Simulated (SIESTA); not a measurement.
**A series of single points on Se**

System: Se (3 atoms in the cell).
Method: Kohn-Sham DFT of a periodic cell, LDA, PseudoDojo 0.4 standard, converted to PSML, no spin polarisation (SIESTA 5.4.2).

The 7 runs differ only in the geometry, by an even scaling of the cell at fixed fractional positions. The structure derives from an entry of the Crystallography Open Database.

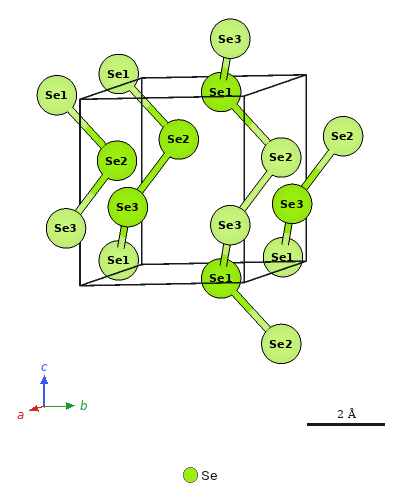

Figure 1. The structure of run 4 (ball-and-stick view of the cell of the calculation, seen slightly off an axis; neighbours outside the cell are drawn fainter; atoms are numbered from 1 in the order of the input). An atom can appear more than once, as a periodic image.

**Input of run 4**
```
SystemName                      Selenium
SystemLabel                     Se
NumberOfSpecies                 1
NumberOfAtoms                   3
%block ChemicalSpeciesLabel
  1  34 Se
%endblock ChemicalSpeciesLabel

LatticeConstant                 1.0 Ang
%block LatticeVectors
     4.3662000000     0.0000000000     0.0000000000
    -2.1831000000     3.7812401180     0.0000000000
     0.0000000000     0.0000000000     4.9536000000
%endblock LatticeVectors
AtomicCoordinatesFormat         Fractional
%block AtomicCoordinatesAndAtomicSpecies
     0.7746000000     0.7746000000     0.0000000000  1  Se
     0.0000000000     0.2254000000     0.6666666667  1  Se
     0.2254000000     0.0000000000     0.3333333333  1  Se
%endblock AtomicCoordinatesAndAtomicSpecies

%block kgrid.MonkhorstPack
    7   0   0  0.0
    0   7   0  0.0
    0   0   6  0.0
%endblock kgrid.MonkhorstPack
XC.Functional                   LDA
XC.Authors                      PW92
PAO.BasisSize                   DZP
PAO.EnergyShift                 0.003 Ry
Mesh.Cutoff                     500 Ry
OccupationFunction              FD
ElectronicTemperature           0.05 eV
MaxSCFIterations                120
SCF.MustConverge                false
SCF.Mixer.Method                Pulay
SCF.Mixer.Weight                0.25
SCF.Mixer.History               8
SCF.DM.Tolerance                5.0e-05
SCF.H.Tolerance                 1.0e-03 eV
WriteForces                     true
Charge.Mulliken                 end
%block PAO.Basis
  Se 4
  n=4 0 2
    5.129 0.000
  n=4 1 2
    6.695 0.000
  n=3 2 2
    2.657 0.000
  n=4 2 1
    6.695
%endblock PAO.Basis
```

Command:
```bash
siesta Se.fdf > Se.out 2>&1
```

Lattice vectors (Å) and fractional positions of run 4:
```
   4.366200    0.000000    0.000000
  -2.183100    3.781240    0.000000
   0.000000    0.000000    4.953600
Se  0.774600  0.774600  0.000000
Se -0.000000  0.225400  0.666667
Se  0.225400  0.000000  0.333333
```

Run 6 differs from it as follows:
```diff
-     4.3662000000     0.0000000000     0.0000000000
-    -2.1831000000     3.7812401180     0.0000000000
-     0.0000000000     0.0000000000     4.9536000000
+     4.4236565890     0.0000000000     0.0000000000
+    -2.2118282945     3.8309989837     0.0000000000
+     0.0000000000     0.0000000000     5.0187864228
```

**Results, with one run withheld**

| run | volume per atom (Å³) | free energy per atom, from the lowest run given (meV) | pressure (GPa) | gap on the mesh (eV) |
| --- | --- | --- | --- | --- |
| 1 | 25.625 | 64.86 | 7.30 | 1.04 |
| 2 | 26.170 | 42.73 | 5.73 | 1.02 |
| 3 | 26.716 | 25.73 | 4.30 | 1.00 |
| 4 | 27.261 | 13.38 | 2.99 | 0.98 |
| 5 | 27.806 | 5.26 | 1.82 | 0.97 |
| 6 | 28.351 | ? | ? | ? |
| 7 | 28.896 | 0.00 | −0.20 | 0.93 |

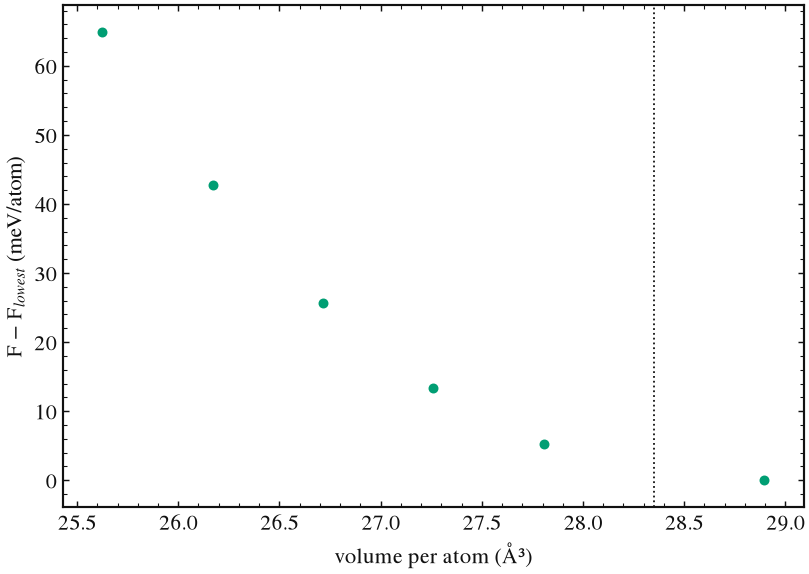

Figure 2. Free energy per atom of the runs given; the dotted line marks run 6.

Fit the runs given and predict run 6.

A cubic polynomial in V^(−2/3) (the Birch–Murnaghan form), fitted to the 6 runs given, misses them by at most 0.01 meV per atom. With x = V^(−2/3) − 0.11099 Å⁻², it reads F = 17.769 + 7956.7 x + 8.9168e+05 x² + 1.068e+06 x³ (meV per atom). At run 6 it gives 0.91 meV per atom, and the run itself gives 0.91. The slope of the fit gives a pressure −dF/dV of 0.76 GPa there, and the run prints 0.76 GPa. The fit has its minimum at 28.776 Å³ per atom, where V d²F/dV² gives 49.2 GPa. Cell shape and fractional positions are held, so this is the stiffness under even scaling; the relaxed bulk modulus wasn't computed and can be far lower in a crystal of layers, chains or molecules like this one. The gap on the mesh goes, without turning, from 1.04 eV in run 1 to 0.93 eV in run 7; run 6 has 0.95 eV. These are gaps of this functional on this mesh, which can miss the band edges; they aren't the measured gap.

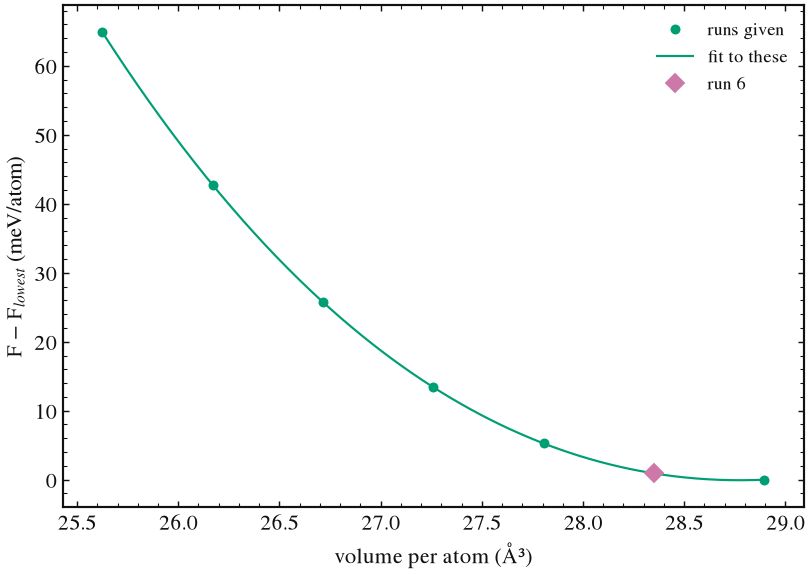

Figure 3. The fit and the withheld run.

**Some lines of the output (run 6)**
```
[...]
outcell: Cell volume (Ang**3)        :     85.0535
stepf: Fermi-Dirac step function
siesta: Etot    =     -9889.675360
siesta: FreeEng =     -9889.675360
        iscf     Eharris(eV)        E_KS(eV)     FreeEng(eV)     dDmax    Ef(eV) dHmax(eV)
siesta: E_KS(eV) =            -9889.9284
siesta: E_KS - E_eggbox =     -9889.9284
siesta: Etot    =     -9889.928404
siesta: FreeEng =     -9889.928408
siesta:         Fermi =      -4.473737
siesta: Cell volume =         85.053493 Ang**3
    Orbital volume contribution        =           2.045913 eV
```

Notes: Points of doubt noted for this run: mulliken charges of long orbitals. With a small basis of atomic orbitals these values can differ much from converged plane-wave results.
